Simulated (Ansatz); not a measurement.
**Monolayer WS2 with one S vacancy in a 2 × 2 cell: images, spectra and barriers**

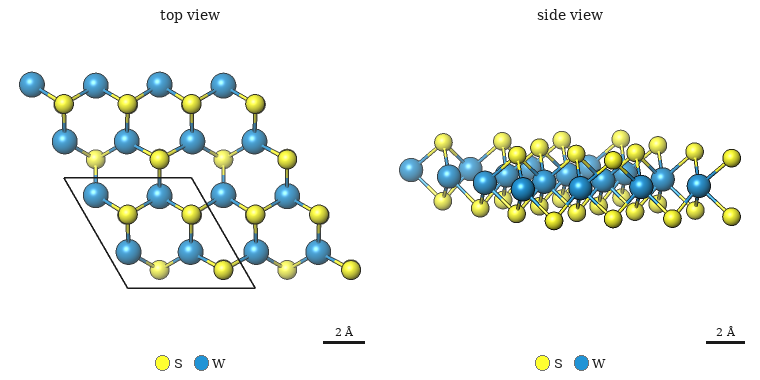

The relaxed structure from above and from the side.

These are results of Ansatz 0.2.0, DFT PBE+D3(BJ), scalar-relativistic, plane waves, PAW, not measurements. Cutoff 420 eV, 12 × 12 k-points, Gaussian smearing 0.05 eV, dipole correction. The defects repeat every 6.3 Å and interact. No spin polarisation (the relaxation was started with spin and lost its moment; a magnetic state may still lie lower). Spin–orbit coupling is left out; with W it can shift levels and gaps.

The STM signal is simulated in the Tersoff–Hamann approximation. Zero bias is put in the middle of the gap by convention. Bias windows are sharp sums over the levels of the k mesh.

```yaml
crystal:
  lattice:
    - [6.32118, 0.00000, 0.00000]
    - [-3.16059, 5.47431, 0.00000]
    - [0.00000, 0.00000, 21.15148]
  atoms:
    - { symbol: S, position: [0.33333, 0.16667, 0.42440] }
    - { symbol: S, position: [0.32713, 0.66356, 0.42629] }
    - { symbol: S, position: [0.83644, 0.17287, 0.42629] }
    - { symbol: S, position: [0.83644, 0.66356, 0.42629] }
    - { symbol: W, position: [0.17129, 0.32871, 0.49992] }
    - { symbol: W, position: [0.17129, 0.84258, 0.49992] }
    - { symbol: W, position: [0.65742, 0.32871, 0.49992] }
    - { symbol: W, position: [0.66667, 0.83333, 0.49992] }
    - { symbol: S, position: [0.33497, 0.66749, 0.57419] }
    - { symbol: S, position: [0.83251, 0.16503, 0.57419] }
    - { symbol: S, position: [0.83251, 0.66749, 0.57419] }
```

The last single point, restarted from the relaxation's density, took 52 s on 4 threads of Arm Neoverse V2 (shared host), peak memory 1.7 GiB.

### 1. The defect in the image

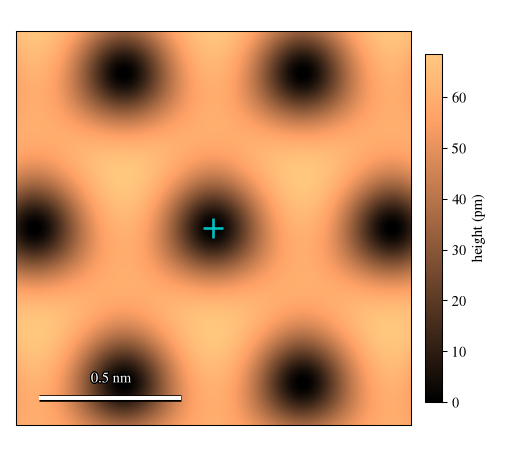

Constant-current image at a set point of 1.9 × 10⁻⁶ e/Å³, sample bias +1.05 V, of monolayer WS2 with one defect or adsorbate in every 2 × 2 cell; the cross marks its site, and a white outline, where drawn, is that cell.

> The feature is an S vacancy. How does it appear?

Its site appears as a dip 68 pm below the bright spots that ring it, and 63 pm below the mean of the area farther than 2.9 Å from it. The brightest spots lie over points 1.8 Å to the side of the top S atoms, with weaker maxima over the sites above the W atoms 1.6 Å below the top plane away from the vacancy; the darkest points are over the vacancy.

### 2. One image

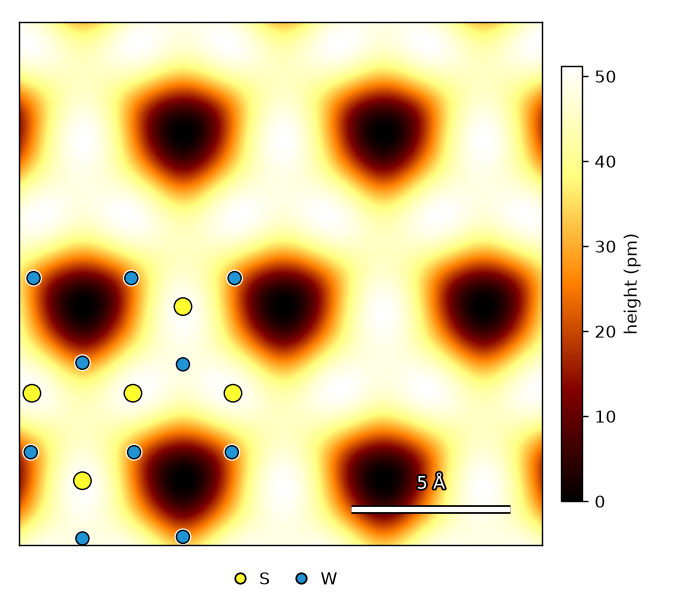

Constant-current image at a set point of 6.3 × 10⁻⁷ e/Å³ of this surface, sample bias −1.60 V. The atoms seen from above are drawn over one corner (deeper ones smaller).

> Assign the bright and dark features to the surface structure.

The brightest spots lie over the top S atoms; the darkest points are over the vacancy. The corrugation is 51 pm at a mean tip height of 4.5 Å.

### 3. Approach curves

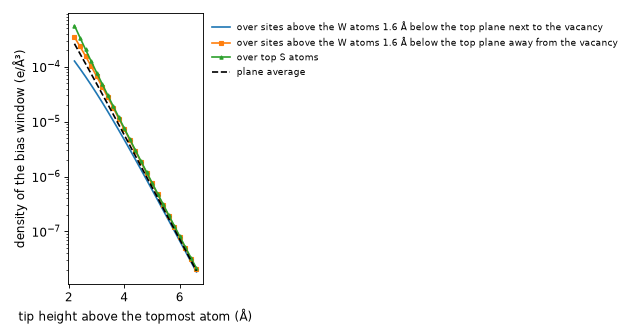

Approach curves over this surface at a sample bias of +1.05 V.

> How fast does the current decay, and what apparent barrier height does that imply?

Near 4 Å the plane average falls as exp(−2.18 z/Å), a factor of 8.8 per ångström, which gives an apparent barrier of 4.5 eV (0.952 eV Å² times the slope squared). The vacuum level lies 5.10 eV above zero bias. The upper edge of the window lies 4.05 eV under it. The apparent barrier is above 4.05 eV. At 4 Å the 0.35 eV of states nearest the upper edge carry 90 % of the density.

### 4. States by depth

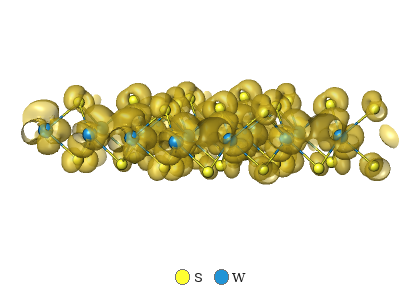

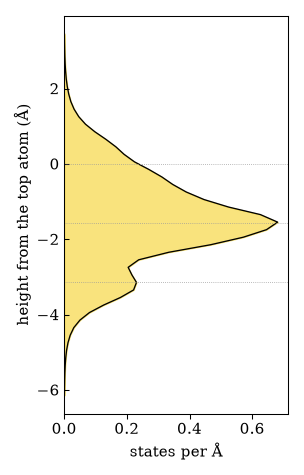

Density of all states between +0.70 and +1.05 eV (zero: the middle of the gap) of this surface: yellow isosurface at 1.2 × 10⁻² e/Å³, seen from the side, and the full density summed over planes, the part near the nuclei included (dotted lines mark the atomic planes).

The first picture shows the smooth PAW orbitals' density alone, which lacks about 9 % of these states' charge, near the nuclei; the shares below count all of it.

> Where in the slab do these states sit?

The window holds 1.7 states per cell. Shares by plane (space cut midway between planes), top to bottom: S (3 atoms) 26 %, W (4 atoms) 53 %, S (4 atoms) 21 %; the outer planes' shares include the vacuum, and density in a gap between layers is shared out between the planes on either side.

### 5. Bias series

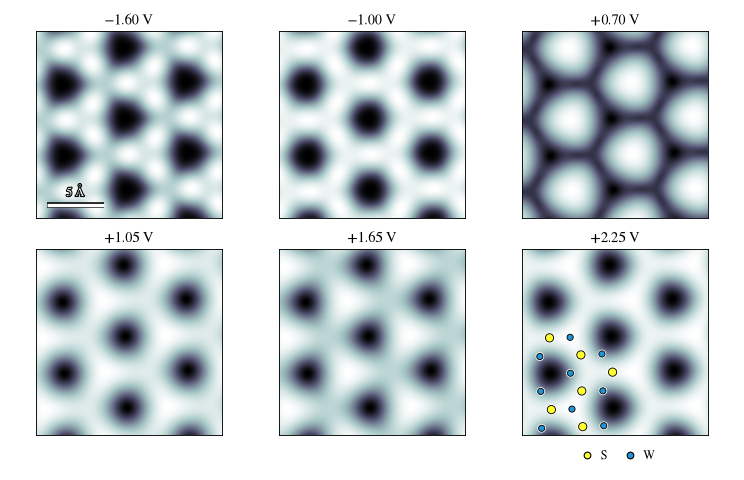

Constant-current images of this surface at 6 sample biases, each on its own colour scale; the last has the atoms seen from above drawn over one corner (deeper ones smaller).

> How do the images change with bias?

| bias | set point (e/Å³) | corrugation | brightest over |
| --- | --- | --- | --- |
| −1.60 V | 2.4 × 10⁻⁶ | 55 pm | top S atoms |
| −1.00 V | 1.7 × 10⁻⁶ | 67 pm | top S atoms |
| +0.70 V | 5.5 × 10⁻⁷ | 1.3 Å | sites above the W atoms 1.6 Å below the top plane away from the vacancy |
| +1.05 V | 5.7 × 10⁻⁶ | 92 pm | points 1.8 Å to the side of the top S atoms and sites above the W atoms 1.6 Å below the top plane away from the vacancy |
| +1.65 V | 1.1 × 10⁻⁵ | 1.1 Å | points 1.8 Å to the side of the top S atoms |
| +2.25 V | 2.1 × 10⁻⁵ | 61 pm | sites above the W atoms 1.6 Å below the top plane away from the vacancy and points 1.8 Å to the side of the top S atoms |

On its k mesh the sheet has a gap of 0.85 eV, inside which this model gives no current; semilocal functionals usually make such gaps too small.
